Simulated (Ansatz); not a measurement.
Run report: Ta, geometry relaxation (part 1 of 2)

The run: geometry relaxation of Ta (2 atoms in the cell). Method and program: DFT PBE, scalar-relativistic, plane waves, PAW, no spin polarisation (Ansatz 0.2.0).

The structure derives from a Materials Project entry. It belongs to a series of runs on one base structure; here: 2 of 2 H taken out, relaxed. Figures and captions count atoms from 1; the log counts them from 0 in places.

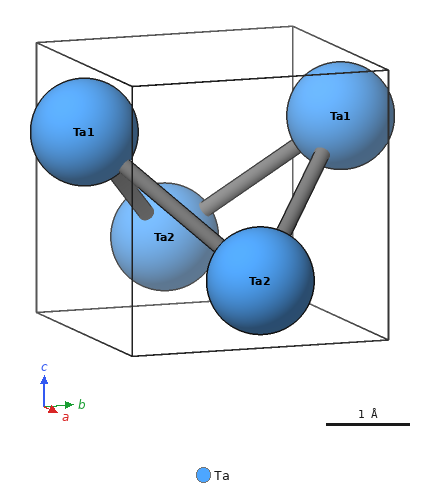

*The input geometry (ball-and-stick view of the cell of the calculation, seen slightly off an axis; atoms are numbered from 1 in the order of the input).*

Near neighbours in the crystal (not all of them lie inside the picture): Ta has 8 Ta at 2.87 Å.

Results in brief:

| quantity | value |
| --- | --- |
| outcome | converged |
| space group (tolerance 0.01 Å) | Im-3m (229) |
| electrons treated | 26 |
| free energy | −19864.5107 eV |
| Fermi energy | 18.285 eV |
| gap on the k-point mesh | none (metallic) |
| pressure | 0.01 GPa |
| final volume | 36.62 Å³ |
| largest force (length of the vector) at the end | under 0.001 eV/Å |
| final cell | a = 3.321 Å, b = 3.321 Å, c = 3.320 Å, α = 90.00°, β = 90.00°, γ = 90.00° |
| hardware | 2 threads of Arm Neoverse V1, 24 GiB of memory available, shared host |
| wall time | 10 s (CPU time 20 s) |
| peak memory | 0.36 GiB |

The program warns: the structure was made exactly symmetric. Spin–orbit coupling is left out, which matters for Ta.

The input:
```yaml
crystal:
  lattice:
    - [3.3180188621, 0.0, 0.0]
    - [0.0, 3.3180188621, 0.0]
    - [0.0, 0.0, 3.3216350965]
  atoms:
    - { symbol: Ta, position: [0.5, 0.0, 0.7499924323] }
    - { symbol: Ta, position: [0.0, 0.5, 0.2500075677] }
basis:
  ecutwfc: 420
kpoints:
  mp_grid: { grid: [10, 10, 10] }
hamiltonian:
  xc: pbe
scf:
  occupations: { method: gaussian, width: 0.1 }
output:
  forces: true
  stress: true
  eigenvalues: true
  write_density: true
  write_potential: true
  elf: true
  volumetric_format: npy
relax:
  adjacent_minimum: "off"
  f_tol: 0.025
  max_steps: 70
  cell: { stress_tol: 0.12 }
```

Launched with:
```bash
ansatz run input.yaml --threads 2 --pin off --max-ram 5120MiB --backend cpu --events-out ev --progress --plain --runs-dir out
```

What the program printed:
```
Warning: the atoms were moved onto the symmetric positions of the space group found under crystal.symmetry.tolerance 1.0e-5 (fractional; no operation is sought that the atoms, as they stand in a round, miss by more than twice it, and no atom is moved by as much as it), and the run uses the moved positions. Before a round's move an operation carried an atom to 5.03e-5 Å from where it should land, the largest such distance. Atom 0 (counting from 0) moved farthest, by 2.51e-5 Å; the longest move in fractions of the cell, of whichever atom, is 0.75 of the tolerance, in 1 round. To run the atoms as typed, lower crystal.symmetry.tolerance until the operations that they miss are no longer found, or set crystal.symmetry.detect: false (a key that needs symmetry detection or time reversal refuses this as the deck is read). The positions used, in the order of the run's atom list: position: [0.5, 0.0, 0.75]; position: [0.0, 0.5, 0.25];
Engine: ansatz 0.2.0, aarch64-unknown-linux-gnu
Pseudopotentials: kind: paw
Pseudopotential: Ta, paw, valence charge 13, recommended cutoff 420 eV (normal), Ta.paw.azcp
Functional definition: PBE
  parameter kappa = 0.804
  parameter beta = 0.06672455060314922
  exchange = pbe_x(kappa = kappa, mu = beta*pi^2/3)
  correlation = pbe_c(beta = beta)
Crystal: 2 atoms, lattice volume = 36.569 Å³
Basis set: ecut = 420 eV, 739 PW (Γ), exchange–correlation on 48×48×48 points (8 copies of the dense FFT grid, shifted against one another)
Bands: 17, of which v1, the nominal top of the filled ones, is band 13 counted from 1 (12 counted from 0)
Symmetry: 32 space group operations
Space group: I4/mmm (ITA 139), of the structure as read, at distance tolerance 3.3e-5 Å
k-points: 126 of 1000
Non-local potential: Ta, projectors of the file, l = 0: 3, l = 1: 2, l = 2: 2, l = 3: 1
PAW form: soft (Blöchl's): semilocal exchange-correlation on the pseudo side does not see the compensation charge
PAW one-centre angular grid: Ta, 590 points (default); XC on 64 Gauss nodes
Initial density: superposition of atomic densities (neutral atoms: chi_scale 0, normalization atom), corrected by the library's trained network
Initial wavefunctions: pseudopotential atomic-orbital guess
Functional: x = pbe(κ = 0.804, μ = 0.2195149727645171), c = pbe(β = 0.06672455060314922)
SCF iter   1: F=—  HF=-19864.509850 eV  |F-HF|=—  |Δ(HF+E_count)|=         —  Δρ=2.42e-3  dr2=9.21e-4  ethr=1.77e-3  ⟨swp⟩=5.0  Hψ=9420  notcnv=0
preconditioner: auto → none  [metal: Δε(μ)=0.010 eV  Ē_g=4.904 eV  σ=0.100 eV  W_gap=0.06  n_scr=6 (ndim 8)  ℏωp=19.4 eV  f_vac=0.000  D(μ)=2.41/eV (n_scr^D=26)  sad-step TF]
SCF iter   2: F=—  HF=-19864.510430 eV  |F-HF|=—  |Δ(HF+E_count)|=   5.80e-4  Δρ=1.46e-3  dr2=3.75e-4  ethr=3.54e-6  ⟨swp⟩=2.3  Hψ=4288  notcnv=0
SCF iter   3: F=—  HF=-19864.510614 eV  |F-HF|=—  |Δ(HF+E_count)|=   1.83e-4  Δρ=4.45e-4  dr2=4.84e-5  ethr=1.44e-6  ⟨swp⟩=2.0  Hψ=3705  notcnv=0
SCF iter   4: F=—  HF=-19864.510595 eV  |F-HF|=—  |Δ(HF+E_count)|=   1.88e-5  Δρ=1.98e-4  dr2=6.34e-6  ethr=1.86e-7  ⟨swp⟩=2.9  Hψ=3731  notcnv=0
iter 5 did not close the SCF: its close was put off for the readings that it lacked (scf_convergence_deferred on its scf_iter line)
SCF iter   5: F=-19864.510593 eV  HF=-19864.510593 eV  |F-HF|=1.86e-8  |Δ(HF+E_count)|=   1.44e-6  Δρ=2.74e-5  dr2=7.90e-8  ethr=2.44e-8  ⟨swp⟩=2.1  Hψ=3555  notcnv=0
SCF iter   6: F=-19864.510593 eV  HF=-19864.510593 eV  |F-HF|=7.28e-12  |Δ(HF+E_count)|=   3.81e-8  Δρ=3.62e-7  dr2=6.79e-12  ethr=3.04e-10  ⟨swp⟩=6.4  Hψ=12605  notcnv=0
SCF 1 converged in 6 iterations: F = -19864.510593 eV  dr2 = 6.79e-12
  greatest PAW one-centre occupation: 0.999 electrons in one spin orbital (limit 2), on the Ta atom at site 1 (counted from 0), in its partial waves of l = 0
relax step   1: F+E_penalty+E_count = -19864.51059346 eV  Δ(F+E_penalty+E_count) = +0.000e0 eV  max|allowed force component| = 8.875e-30 eV/Å  Δτ_max = 0.0000 Å  P = +0.300 GPa  Ω = 36.569 Å³  (6 SCF iters, accepted)
Crystal: 2 atoms, lattice volume = 36.806 Å³
Initial density: handed on by an earlier stage of this run
Initial wavefunctions: those handed on with the density
iter 1 solved again at ethr=9.74e-8 eV; its pass at ethr=3.10e-3 eV (dr2=2.53e-5 eV) is discarded
SCF iter   1: F=—  HF=-19864.509978 eV  |F-HF|=—  |Δ(HF+E_count)|=         —  Δρ=2.71e-4  dr2=1.37e-5  ethr=9.74e-8  ⟨swp⟩=3.4  Hψ=13602  notcnv=0
preconditioner: auto → none  [metal: Δε(μ)=0.016 eV  Ē_g=4.873 eV  σ=0.100 eV  W_gap=0.09  n_scr=6 (ndim 8)  ℏωp=19.4 eV  f_vac=0.000  D(μ)=2.41/eV (n_scr^D=26)]
SCF iter   2: F=—  HF=-19864.509987 eV  |F-HF|=—  |Δ(HF+E_count)|=   9.60e-6  Δρ=1.22e-4  dr2=2.02e-6  ethr=5.26e-8  ⟨swp⟩=2.3  Hψ=2713  notcnv=0
iter 3 did not close the SCF: its close was put off for the readings that it lacked (scf_convergence_deferred on its scf_iter line)
SCF iter   3: F=-19864.509989 eV  HF=-19864.509989 eV  |F-HF|=4.34e-8  |Δ(HF+E_count)|=   1.54e-6  Δρ=1.85e-5  dr2=4.32e-8  ethr=7.77e-9  ⟨swp⟩=2.2  Hψ=2610  notcnv=0
iter 4 did not close the SCF: its close was put off for the readings that it lacked (scf_convergence_deferred on its scf_iter line)
SCF iter   4: F=-19864.509989 eV  HF=-19864.509989 eV  |F-HF|=8.37e-11  |Δ(HF+E_count)|=   4.67e-8  Δρ=1.02e-6  dr2=2.01e-10  ethr=1.66e-10  ⟨swp⟩=2.2  Hψ=3360  notcnv=0
iter 5 did not close the SCF: its close was put off for the readings that it lacked (scf_convergence_deferred on its scf_iter line)
SCF iter   5: F=-19864.509989 eV  HF=-19864.509989 eV  |F-HF|=7.28e-12  |Δ(HF+E_count)|=  2.91e-11  Δρ=2.44e-7  dr2=5.02e-12  ethr=1.00e-12  ⟨swp⟩=2.0  Hψ=3500  notcnv=0
SCF iter   6: F=-19864.509989 eV  HF=-19864.509989 eV  |F-HF|=1.46e-11  |Δ(HF+E_count)|=  1.09e-11  Δρ=1.66e-8  dr2=4.94e-14  ethr=1.00e-12  ⟨swp⟩=3.9  Hψ=8463  notcnv=0
the search or the solves at the SCF's close seem to have found levels that the self-consistency loop had missed (the run counts 1). By its estimate they hold under 1e-12 electrons; where the run keeps them, the occupations were computed again with them
SCF 2 converged in 6 iterations: F = -19864.509989 eV  dr2 = 4.94e-14
relax step   2: F+E_penalty+E_count = -19864.50998874 eV  Δ(F+E_penalty+E_count) = +6.047e-4 eV  max|allowed force component| = 7.691e-30 eV/Å  Δτ_max = 0.0000 Å  P = -0.977 GPa  Ω = 36.806 Å³  energy of the carried Pulay correction = -8.175e-5 eV  (6 SCF iters, dr2 threshold 2.00e-7 eV, rejected (line search))
Crystal: 2 atoms, lattice volume = 36.623 Å³
iter 1 solved again at ethr=4.57e-8 eV; its pass at ethr=3.10e-3 eV (dr2=1.19e-5 eV) is discarded
SCF iter   1: F=—  HF=-19864.510632 eV  |F-HF|=—  |Δ(HF+E_count)|=         —  Δρ=1.74e-4  dr2=5.95e-6  ethr=4.57e-8  ⟨swp⟩=3.3  Hψ=13464  notcnv=0
preconditioner: auto → none  [metal: Δε(μ)=0.014 eV  Ē_g=4.895 eV  σ=0.100 eV  W_gap=0.08  n_scr=6 (ndim 8)  ℏωp=19.4 eV  f_vac=0.000  D(μ)=2.42/eV (n_scr^D=26)]
SCF iter   2: F=—  HF=-19864.510639 eV  |F-HF|=—  |Δ(HF+E_count)|=   6.99e-6  Δρ=7.59e-5  dr2=7.50e-7  ethr=2.29e-8  ⟨swp⟩=2.4  Hψ=2976  notcnv=0
SCF iter   3: F=—  HF=-19864.510640 eV  |F-HF|=—  |Δ(HF+E_count)|=   6.01e-7  Δρ=1.27e-5  dr2=1.83e-8  ethr=2.88e-9  ⟨swp⟩=2.1  Hψ=2743  notcnv=0
iter 4 did not close the SCF: its close was put off for the readings that it lacked (scf_convergence_deferred on its scf_iter line)
SCF iter   4: F=-19864.510640 eV  HF=-19864.510640 eV  |F-HF|=2.55e-11  |Δ(HF+E_count)|=   3.20e-8  Δρ=6.15e-7  dr2=8.27e-11  ethr=7.03e-11  ⟨swp⟩=2.7  Hψ=3514  notcnv=0
iter 5 did not close the SCF: its close was put off for the readings that it lacked (scf_convergence_deferred on its scf_iter line)
SCF iter   5: F=-19864.510640 eV  HF=-19864.510640 eV  |F-HF|=0.00e0  |Δ(HF+E_count)|=  1.46e-11  Δρ=1.25e-7  dr2=1.54e-12  ethr=1.00e-12  ⟨swp⟩=2.2  Hψ=3505  notcnv=0
SCF iter   6: F=-19864.510640 eV  HF=-19864.510640 eV  |F-HF|=3.64e-12  |Δ(HF+E_count)|=  3.64e-12  Δρ=9.51e-9  dr2=1.92e-14  ethr=1.00e-12  ⟨swp⟩=3.2  Hψ=8038  notcnv=0
SCF 3 converged in 6 iterations: F = -19864.510640 eV  dr2 = 1.92e-14
relax step   3: F+E_penalty+E_count = -19864.51063978 eV  Δ(F+E_penalty+E_count) = -4.632e-5 eV  max|allowed force component| = 3.116e-29 eV/Å  Δτ_max = 0.0000 Å  P = +0.006 GPa  Ω = 36.623 Å³  energy of the carried Pulay correction = -1.867e-5 eV  (6 SCF iters, accepted)
Initial wavefunctions: pseudopotential atomic-orbital guess (no wavefunctions were taken with the density)
iter 1 solved again at ethr=8.44e-8 eV; its pass at ethr=3.10e-3 eV (dr2=2.20e-5 eV) is discarded
SCF iter   1: F=—  HF=-19864.510656 eV  |F-HF|=—  |Δ(HF+E_count)|=         —  Δρ=3.15e-6  dr2=3.91e-10  ethr=8.44e-8  ⟨swp⟩=3.0  Hψ=14781  notcnv=0
eigensolver tolerance schedule: the retry pair's looser diagonalisation over-reported the residual by 56197.01 of it (diagonalisation noise at an unbounded share of the residual, at the tolerance the schedule requests for it); recorded, not acted on — ethr = c·dr2/N_el stays at c = 1.0e-1
preconditioner: auto → none  [metal: Δε(μ)=0.014 eV  Ē_g=4.896 eV  σ=0.100 eV  W_gap=0.08  n_scr=6 (ndim 8)  ℏωp=19.4 eV  f_vac=0.000  D(μ)=2.41/eV (n_scr^D=26)]
SCF iter   2: F=—  HF=-19864.510663 eV  |F-HF|=—  |Δ(HF+E_count)|=   7.01e-6  Δρ=1.66e-6  dr2=1.02e-10  ethr=1.50e-12  ⟨swp⟩=3.3  Hψ=5246  notcnv=0
iter 3 did not close the SCF: its close was put off for the readings that it lacked (scf_convergence_deferred on its scf_iter line)
SCF iter   3: F=-19864.510663 eV  HF=-19864.510663 eV  |F-HF|=3.64e-12  |Δ(HF+E_count)|=  2.11e-10  Δρ=1.65e-7  dr2=3.87e-12  ethr=1.00e-12  ⟨swp⟩=2.8  Hψ=3514  notcnv=0
iter 4 did not close the SCF: its close was put off for the readings that it lacked (scf_convergence_deferred on its scf_iter line)
SCF iter   4: F=-19864.510663 eV  HF=-19864.510663 eV  |F-HF|=1.09e-11  |Δ(HF+E_count)|=  3.64e-12  Δρ=6.45e-8  dr2=4.28e-13  ethr=1.00e-12  ⟨swp⟩=1.0  Hψ=2142  notcnv=0
iter 5 did not close the SCF: its close was put off for the readings that it lacked (scf_convergence_deferred on its scf_iter line)
SCF iter   5: F=-19864.510663 eV  HF=-19864.510663 eV  |F-HF|=3.64e-12  |Δ(HF+E_count)|=  7.28e-12  Δρ=7.57e-9  dr2=1.76e-14  ethr=1.00e-12  ⟨swp⟩=1.0  Hψ=2142  notcnv=0
iter 6 did not close the SCF: its close was put off for the readings that it lacked (scf_convergence_deferred on its scf_iter line)
SCF iter   6: F=-19864.510663 eV  HF=-19864.510663 eV  |F-HF|=3.64e-12  |Δ(HF+E_count)|=  1.09e-11  Δρ=9.97e-10  dr2=1.51e-16  ethr=1.00e-12  ⟨swp⟩=1.0  Hψ=2142  notcnv=0
SCF iter   7: F=-19864.510663 eV  HF=-19864.510663 eV  |F-HF|=3.64e-12  |Δ(HF+E_count)|=  7.28e-12  Δρ=2.14e-10  dr2=1.27e-17  ethr=1.00e-12  ⟨swp⟩=2.2  Hψ=5361  notcnv=0
SCF 4 converged in 7 iterations: F = -19864.510663 eV  dr2 = 1.27e-17
relax step   4: F+E_penalty+E_count = -19864.51066268 eV  Δ(F+E_penalty+E_count) = -2.290e-5 eV  max|allowed force component| = 2.623e-29 eV/Å  Δτ_max = 0.0000 Å  P = +0.007 GPa  Ω = 36.623 Å³  stress off target by 2.71e-2 GPa  SCF on the basis re-selected at this cell (its energy is not comparable with the rows above)  (7 SCF iters)
```
